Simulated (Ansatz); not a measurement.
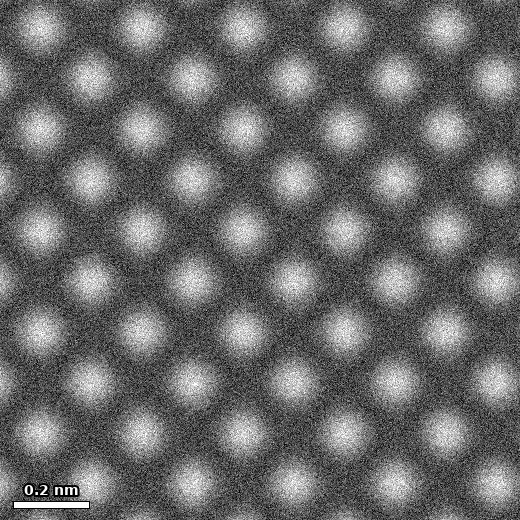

HRTEM-like image of Ru (Fd-3m, No. 227) along [001]. Simulated in the weak-phase-object approximation with neutral-atom potentials: 80 kV, Cs = −15 µm, defocus +95 Å (negative is underfocus), defocus spread 15 Å, aperture 0.83 1/Å. Shot noise was added. Structure: the geometry relaxed with Ansatz 0.2.0, DFT, PBE, plane waves (420 eV) with PAW, scalar-relativistic; the starting structure was generated, so it need not be a known form of this composition.

> Do the atom columns appear dark or bright, and why?

Bright. With negative Cs and overfocus sin χ is positive over the pass band, so the strongest columns (Ru) come out brighter than the background.

> What point resolution do these settings give, and which lattice spacings pass?

About 1.2 Å (0.66 |Cs|^(1/4) λ^(3/4) with λ = 0.0418 Å). The spacings that carry visible contrast are {220} at 1.93 Å, {400} at 1.36 Å.
